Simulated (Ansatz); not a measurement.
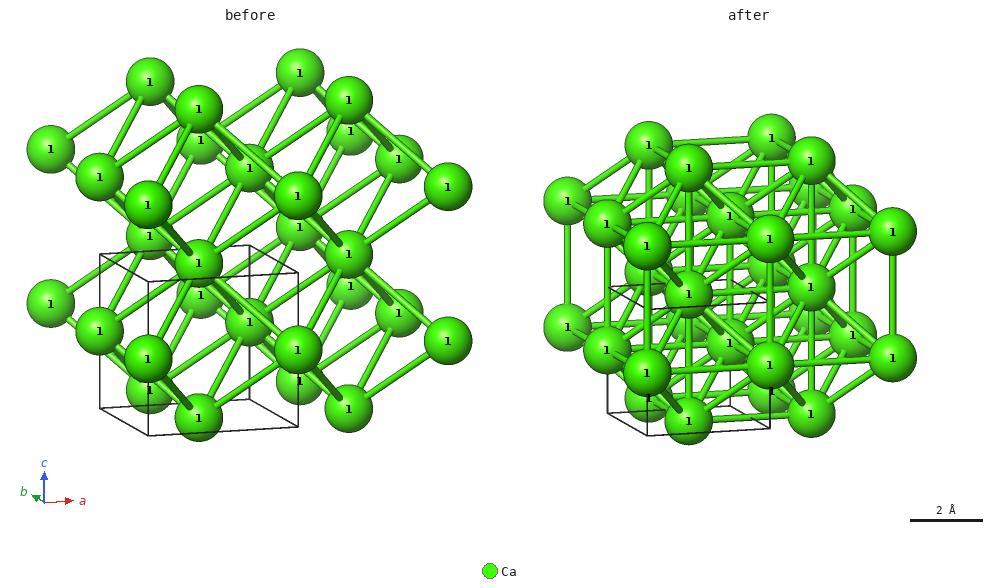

Left: crystalline Ca (set up in I4/mmm). Right: the same structure after one change, at the same scale. A ball-and-stick model of the conventional cell (2 times the calculation's cell), repeated 2 × 2 × 2 with one cell outlined, seen slightly off an axis. Lengths and directions refer to the drawn axes.

Method: DFT PBE, scalar-relativistic, plane waves, PAW in Ansatz 0.2.0. (plane-wave cutoff 420 eV; occupations gaussian; smearing width 0.1 eV; no spin polarisation) The k-mesh is chosen for each cell (14×14×14, 16×16×16).

The crystal is put under a hydrostatic pressure of 25 GPa. Cell and atoms are relaxed at that pressure.

Q: What does the change do?

A: The volume changes by −45.1 %, with a = b 4.391 → 3.594 Å (−18.2 %), c 4.370 → 3.585 Å (−18.0 %). The atoms keep their places relative to the cell (all moves are under 0.005 Å). Some distances before and after: Ca–Ca 4.391 → 3.594 Å, Ca–Ca 4.370 → 3.585 Å, Ca–Ca 3.797 → 3.110 Å. The space group stays I4/mmm (No. 139). It costs 969 meV per atom. (The two runs use different k-meshes.) Pressure: 0.0 GPa before, 25.0 GPa after.
